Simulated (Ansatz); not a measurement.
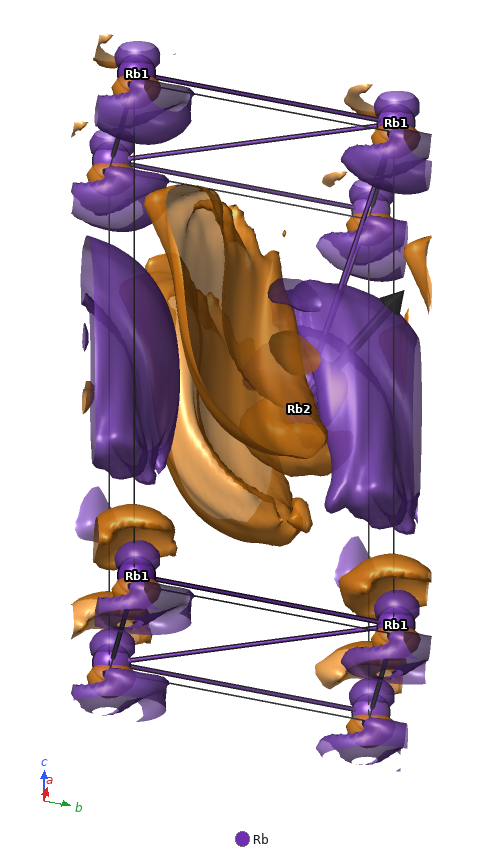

Figure 1: Rb. Rb2 was moved by 0.15 Å along [2 2 1] in the axes of the cell drawn (arrow, not to scale). Change of the density less the rigid motion of the neutral atom's own density: orange surfaces at +0.0003 and purple ones at −0.0003 e/Å³, in the cell of the calculation (origin moved) seen at an oblique angle.

Space group P6_3/mmc. This isn't the usual form at ambient conditions. The cell comes from a database of computed structures, not from a measurement.

Computed with DFT PBE, scalar-relativistic, plane waves, PAW (Ansatz).

In a PAW calculation such maps are meaningful between the atoms, not at the nuclei.

```yaml
crystal:
  lattice:
    - [5.08821, 0.00000, 0.00000]
    - [-2.54410, 4.40652, 0.00000]
    - [0.00000, 0.00000, 8.44206]
  atoms:
    - { symbol: Rb, position: [0.33333, 0.66667, 0.25000] }
    - { symbol: Rb, position: [0.68907, 0.35466, 0.76191] }
```

Describe the electronic response.

Answer. About 0.02 e is rearranged in the cell. Outside the cores the largest gain, 0.0006 e/Å³, lies 2.0 Å from a rubidium nucleus, and the largest loss, 0.0006 e/Å³, lies 1.8 Å from a rubidium nucleus.

What restoring force does the calculation give for this move?

Answer. The force on it changes by 0.02 eV/Å along the move, against it: a stiffness of about 0.14 eV/Å² for this sublattice shift.

Run times: 44 s (moved atom) and 17 s (base cell), on 1 thread of Arm Neoverse N1, with other jobs on the host.
